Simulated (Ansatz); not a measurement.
## What a change does: geometry relaxation on GaAs

System: GaAs (F-43m, 2 atoms in the cell).
Method of the first run: Kohn-Sham DFT of a periodic cell, LDA, all-electron LAPW, scalar-relativistic, no spin polarisation (Ansatz 0.2.0).

The structure derives from an entry of the Crystallography Open Database. Text and figures count atoms from 1; the logs count them from 0 in places.

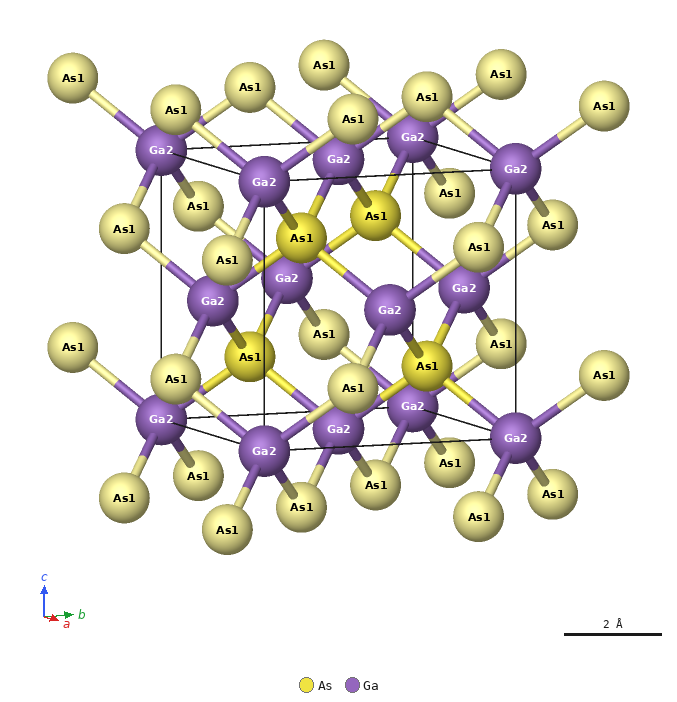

Fig. 1: The input geometry (ball-and-stick view of the cell 4 times as large as that of the calculation, set on its symmetry axes, seen slightly off an axis; neighbours outside the cell are drawn fainter; atoms are numbered from 1 in the order of the input). Near neighbours in the crystal (not all of them lie inside the picture): As has 4 Ga at 2.45 Å; Ga has 4 As at 2.45 Å.

The input, the first run:
```yaml
crystal:
  lattice:
    - [0.0, 2.82685, 2.82685]
    - [2.82685, 0.0, 2.82685]
    - [2.82685, 2.82685, 0.0]
  atoms:
    - { symbol: As, position: [0.75, 0.75, 0.75] }
    - { symbol: Ga, position: [0.0, 0.0, 0.0] }
kpoints:
  mp_grid: { grid: [8, 8, 8] }
scf:
  occupations: { method: fermi_dirac, width: 0.05 }
hamiltonian:
  xc: lda
  pseudopotentials: { kind: all_electron, lapw: { basis_error: 0.001 } }
output:
  forces: true
  stress: true
relax:
  f_tol: 0.02
  max_steps: 60
  cell: {}
```

Launched with:
```bash
ansatz run input.yaml --threads 1 --pin off --max-ram 3072MiB --backend cpu --events-out ev --progress --plain --runs-dir out
```

Hardware: 1 thread of Intel Xeon @ 2.50GHz (Skylake/Cascade Lake), 189 GiB of memory available, shared host.

Output, shortened to warnings, some set-up lines, iterations and results (the first run):
```
Basis set: ecut = 341.6470050191711 eV, 645 PW (Γ), exchange–correlation at level 2
Symmetry: 24 space group operations
k-points: 29 of 512 (time reversal used)
Initial density: superposition of atomic densities (chi_scale 0.1, normalization cell, long waves kept (reshape's long-wave potential 0.00 eV rms))
[...]
SCF iter   1: F=—  HF=-114266.345539 eV  |F-HF|=—  |Δ(HF+E_count)|=         —  Δρ=3.07e-2  dr2=5.59e-1  ethr=1.27e-3  ⟨swp⟩=2.0  Hψ=4829  notcnv=0
SCF iter   2: F=—  HF=-114266.162094 eV  |F-HF|=—  |Δ(HF+E_count)|=   1.83e-1  Δρ=1.19e-2  dr2=5.78e-2  ethr=1.27e-3  ⟨swp⟩=2.3  Hψ=2316  notcnv=0
SCF iter   3: F=—  HF=-114266.137874 eV  |F-HF|=—  |Δ(HF+E_count)|=   2.42e-2  Δρ=5.18e-3  dr2=1.06e-2  ethr=1.31e-4  ⟨swp⟩=2.0  Hψ=2303  notcnv=0
SCF iter   4: F=—  HF=-114266.130898 eV  |F-HF|=—  |Δ(HF+E_count)|=         —  Δρ=9.98e-4  dr2=3.03e-4  ethr=6.91e-7  ⟨swp⟩=2.0  Hψ=3763  notcnv=0
SCF iter   5: F=—  HF=-114266.130664 eV  |F-HF|=—  |Δ(HF+E_count)|=   2.33e-4  Δρ=1.95e-4  dr2=1.05e-5  ethr=6.88e-7  ⟨swp⟩=2.0  Hψ=2160  notcnv=0
[... 15 lines ...]
relax step   3: F+E_penalty+E_count = -114266.13782289 eV  Δ(F+E_penalty+E_count) = -2.372e-4 eV  max|allowed force component| = 2.371e-17 eV/Å  Δτ_max = 0.0000 Å  P = +0.019 …
SCF iter   1: F=—  HF=-114266.137823 eV  |F-HF|=—  |Δ(HF+E_count)|=         —  Δρ=3.80e-6  dr2=4.00e-9  ethr=9.09e-12  ⟨swp⟩=4.3  Hψ=3741  notcnv=0
SCF iter   2: F=-114266.137823 eV  HF=-114266.137823 eV  |F-HF|=7.28e-11  |Δ(HF+E_count)|=  6.84e-10  Δρ=1.89e-6  dr2=1.07e-9  ethr=9.09e-12  ⟨swp⟩=2.0  Hψ=2153  notcnv=0
SCF 4 converged in 2 iterations: F = -114266.137823 eV  dr2 = 1.07e-9
relax step   4: F+E_penalty+E_count = -114266.13782310 eV  Δ(F+E_penalty+E_count) = -2.134e-7 eV  max|allowed force component| = 2.602e-17 eV/Å  Δτ_max = 0.0000 Å  P = +0.019 …
basis re-selected at this cell: Δ(F+E_penalty+E_count) = -2.134e-7 eV, ΔP = -0.000 GPa vs the last step (what re-selecting the basis moved, after the strain that the cell walked since its last selection, with what the two solves' SCF thresholds leave and, on support functions, any second-order …
SCF converged after 2 iterations
Free energy (F): -114266.137823 eV
Harris-Foulkes:  -114266.137823 eV  (|F-HF|=7.28e-11)
Internal energy: -114266.137791 eV  (E = F + TS)
E sigma→0 (E₀):  -114266.137807 eV
Entropy (-TS):   -0.000032 eV (-0.016 meV/atom)
Fermi energy:    9.725355 eV
--- Per-component energies (eV) ---
  E_band       = -2113.211159
  E_kinetic    = 116632.159691
  E_xc         = -4181.376663
  E_electrostatic = -226716.920819  (all electrons and nuclei)
  E_smearing   = -0.000032  (= −TS)
  E_closure    = 0.000000  (closes the sum)
  E_atoms      = -114256.505973  (free atoms, spherical and without spin; not in F)
  Σ components = -114266.137823   (vs F -114266.137823, Δ=0.00e0)
  Basis errors (estimates in eV, not in F): energy 4.4e-4 per atom: plane waves 4.1e-4 (2.4e-4 summed), levels above the bands 5.6e-64, relativity 5.4e-9, radial functions 3.3e-5, core shells 2.0e-10; eigenvalues (radial functions only) 4.5e-7; not estimated: angular momenta, meshes, grids; target …
--- Forces (eV/Å), atoms counted from 1 ---
  atom   1  As    -0.00000000     0.00000000     0.00000000
  atom   2  Ga     0.00000000    -0.00000000    -0.00000000
  max |Σ_I F_I| component: 1.21e-17 eV/Å
--- Stress (GPa, compression-positive) ---
        0.019017       0.000000       0.000000
        0.000000       0.019017       0.000000
        0.000000       0.000000       0.019017
  P = ⅓ Tr σ = 0.0190 GPa (0.190 kbar)
--- Relaxed structure (3 steps of the walk, 3 accepted, 1 SCFs on fresh bases) ---
  F+E_penalty+E_count = -114266.13782310 eV   max|allowed force component| = 2.602e-17 eV/Å   (the final SCF, on the basis selected at the relaxed cell)
  cell:  # Å, volume = 43.9714 Å³
    - [2.1400562538161472e-33, 2.8014322736505877, 2.8014322736505877]
    - [2.8014322736505877, 1.5795653301976327e-33, 2.8014322736505877]
    - [2.8014322736505877, 2.8014322736505877, 9.68120686250162e-34]
  atoms:
    - { symbol: As, position: [0.7499999999999999, 0.7499999999999999, 0.7499999999999999] }
[...]
```

The input of the second run differs as follows (lines with − go, lines with + come):
```diff
-  mp_grid: { grid: [8, 8, 8] }
+  mp_grid: { grid: [6, 6, 6] }
-  xc: lda
+  xc: pbesol
-relax:
-  f_tol: 0.02
-  max_steps: 60
-  cell: {}
+elastic:
+  mode: relaxed_ion
+  stencil: two_point
```

What does this change do to the results?

The total energies belong to different methods, so their difference says nothing on which is more stable or more accurate. The pressure goes from 0.02 to 0.18 GPa. The volume per atom goes from 21.99 to 22.59 Å³. The functional changes from LDA to PBEsol. The irreducible k-points go from 29 to 16.

Output, shortened to warnings, some set-up lines, iterations and results (the second run):
```
Basis set: ecut = 341.1789081425534 eV, 645 PW (Γ), exchange–correlation at level 2
Symmetry: 24 space group operations
k-points: 16 of 216 (time reversal used)
Initial density: superposition of atomic densities (chi_scale 0.1, normalization cell, long waves kept (reshape's long-wave potential 0.00 eV rms))
[...]
SCF iter   1: F=—  HF=-114341.671999 eV  |F-HF|=—  |Δ(HF+E_count)|=         —  Δρ=3.07e-2  dr2=5.53e-1  ethr=1.25e-3  ⟨swp⟩=2.0  Hψ=2663  notcnv=0
SCF iter   2: F=—  HF=-114341.510071 eV  |F-HF|=—  |Δ(HF+E_count)|=   1.62e-1  Δρ=1.21e-2  dr2=5.90e-2  ethr=1.25e-3  ⟨swp⟩=2.2  Hψ=1275  notcnv=0
SCF iter   3: F=—  HF=-114341.490871 eV  |F-HF|=—  |Δ(HF+E_count)|=   1.92e-2  Δρ=5.32e-3  dr2=1.12e-2  ethr=1.34e-4  ⟨swp⟩=2.0  Hψ=1269  notcnv=0
SCF iter   4: F=—  HF=-114341.485050 eV  |F-HF|=—  |Δ(HF+E_count)|=         —  Δρ=1.04e-3  dr2=3.63e-4  ethr=8.28e-7  ⟨swp⟩=2.0  Hψ=2079  notcnv=0
SCF iter   5: F=—  HF=-114341.484918 eV  |F-HF|=—  |Δ(HF+E_count)|=   1.32e-4  Δρ=2.00e-4  dr2=1.08e-5  ethr=8.25e-7  ⟨swp⟩=2.0  Hψ=1190  notcnv=0
[... 73 lines ...]
SCF 9 converged in 8 iterations: F = -114341.484894 eV  dr2 = 6.02e-15
relax step   2: F+E_penalty+E_count = -114341.48489393 eV  Δ(F+E_penalty+E_count) = -1.115e-5 eV  max|allowed force component| = 7.342e-7 eV/Å  Δτ_max = 0.0008 Å  (8 SCF …
SCF iter   1: F=—  HF=-114341.484894 eV  |F-HF|=—  |Δ(HF+E_count)|=         —  Δρ=9.48e-9  dr2=4.20e-14  ethr=3.15e-12 (applied; sched 1.00e-12)  ⟨swp⟩=6.1  Hψ=5961  notcnv=0
SCF iter   2: F=-114341.484894 eV  HF=-114341.484894 eV  |F-HF|=5.82e-11  |Δ(HF+E_count)|=  6.84e-10  Δρ=3.59e-9  dr2=3.66e-15  ethr=2.92e-12 (applied; sched 1.00e-12)  …
SCF 10 converged in 2 iterations: F = -114341.484894 eV  dr2 = 3.66e-15
SCF converged after 10 iterations
Free energy (F): -114341.484925 eV
Harris-Foulkes:  -114341.484925 eV  (|F-HF|=0.00e0)
Internal energy: -114341.484823 eV  (E = F + TS)
E sigma→0 (E₀):  -114341.484874 eV
Entropy (-TS):   -0.000102 eV (-0.051 meV/atom)
Fermi energy:    9.482761 eV
--- Per-component energies (eV) ---
  E_band       = -2122.833902
  E_kinetic    = 116741.033397
  E_xc         = -4257.725121
  E_electrostatic = -226824.793099  (all electrons and nuclei)
  E_smearing   = -0.000102  (= −TS)
  E_closure    = 0.000000  (closes the sum)
  E_atoms      = -114332.430773  (free atoms, spherical and without spin; not in F)
  Σ components = -114341.484925   (vs F -114341.484925, Δ=0.00e0)
  Basis errors (estimates in eV, not in F): energy 4.4e-4 per atom: plane waves 4.0e-4 (2.3e-4 summed), levels above the bands 9.3e-77, relativity 1.3e-8, radial functions 4.0e-5, core shells 1.0e-10; eigenvalues (radial functions only) 4.2e-7; not estimated: angular momenta, meshes, grids; target …
--- Forces (eV/Å), atoms counted from 1 ---
  atom   1  As    -0.00000000     0.00000000    -0.00000000
  atom   2  Ga     0.00000000    -0.00000000     0.00000000
  max |Σ_I F_I| component: 4.63e-18 eV/Å
--- Stress (GPa, compression-positive) ---
        0.184386       0.000000      -0.000000
        0.000000       0.184386       0.000000
       -0.000000       0.000000       0.184386
  P = ⅓ Tr σ = 0.1844 GPa (1.844 kbar)
--- Elastic constants: 2 strain directions × 2 members + reference (group order 24) ---
  dense FFT box of the reference and of every strained cell: 30×30×30
  strains applied: 11, 23; error gains: componentwise 1.00 (the most a stress slope's error grows in a printed constant), spectral 1.73 (1 for all six strains in a standard setting)
  C = ∂σ_k/∂η_j (tension-positive GPa; Voigt order 11 22 33 23 13 12):
       111.222     49.761     49.761      0.000     -0.000     -0.000
        49.761    111.222     49.761      0.000      0.000      0.000
        49.761     49.761    111.222      0.000      0.000     -0.000
        -0.000      0.000      0.000     54.933      0.000     -0.000
        -0.000     -0.000      0.000     -0.000     54.933      0.000
         0.000     -0.000     -0.000      0.000      0.000     54.933
  reference stress σ⁰ (GPa):     -0.184     -0.184     -0.184     -0.000      0.000     -0.000
  no Pulay correction (none for the plane-wave cutoff is built on LAPW): the batch's stresses and constants are at fixed plane waves
[...]
```

The two runs side by side:

```tsv
quantity	the first run	the second run
outcome	converged	converged
free energy per atom (eV)	−57133.0689	−57170.7425
pressure (GPa)	0.02	0.18
volume per atom (Å³)	21.99	22.59
largest force (eV/Å)	0.000	0.000
SCF iterations	17	–
irreducible k-points	29	16
gap on the mesh (eV)	–	0.44
```
